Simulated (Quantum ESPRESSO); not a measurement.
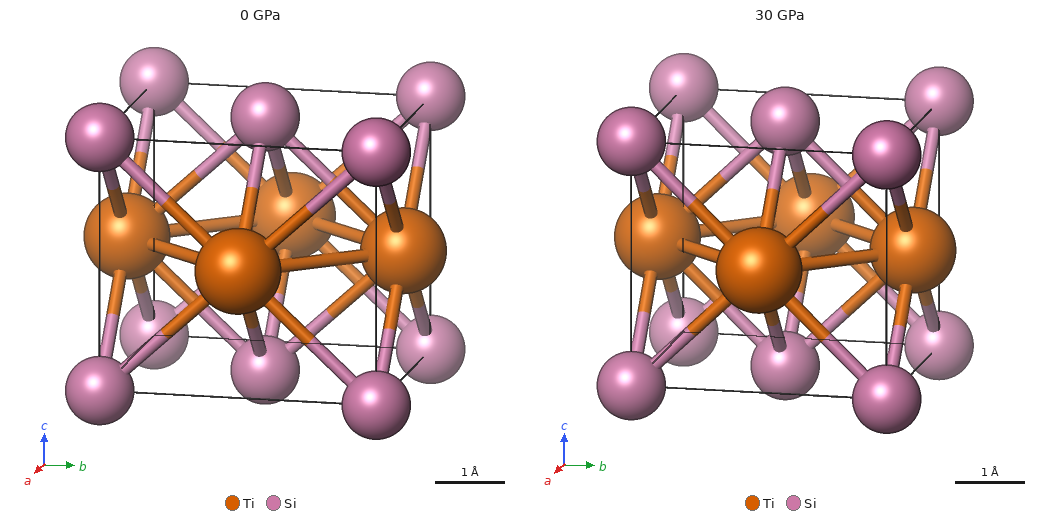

TiSi, space group Cmmm (No. 65), relaxed (cell and atoms) under a series of hydrostatic pressures; the conventional cell is drawn at the lowest and the highest, to one scale (sticks follow a distance rule). The start was a structure listed in the Materials Project. It needn't be the stable form of this composition.

Alike in all runs: Quantum ESPRESSO 7.5; functional PBEsol; potentials GBRV 1.5 PBEsol; cutoff 707 eV; k mesh 10 × 10 × 7 on the run's cell of 2 atoms; occupations fermi-dirac, width 0.05 eV; no spin polarisation; no spin-orbit coupling.

| pressure (GPa) | volume (Å³/atom) | a (Å) | b (Å) | c (Å) |
| --- | --- | --- | --- | --- |
| 0.0 | 14.128 | 3.588 | 4.143 | 3.802 |
| 2.0 | ? | ? | ? | ? |
| 5.0 | 13.649 | 3.562 | 4.057 | 3.778 |
| 10.0 | 13.263 | 3.534 | 4.001 | 3.752 |
| 20.0 | 12.631 | 3.485 | 3.912 | 3.706 |
| 30.0 | 12.107 | 3.450 | 3.826 | 3.669 |

**Fit a third-order Birch-Murnaghan equation to the rows given and use it to fill in the volume that is left out.**

The fit gives V0 = 14.12 Å³/atom, B0 = 140 GPa and B0′ = 4.3, which puts the volume at 2.0 GPa at 13.93 Å³/atom. The run gave volume 13.922 Å³/atom; a 3.577 Å; b 4.104 Å; c 3.793 Å.

**Which axis yields most up to 30 GPa?**

The b axis: a −3.9 %, b −7.7 %, c −3.5 %, against −14.3 % in volume.

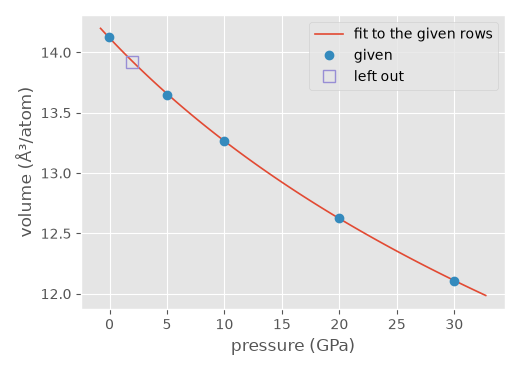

Volume against pressure, with the fit. The structure was kept in its own symmetry, so a change to another phase within this range wouldn't be seen.
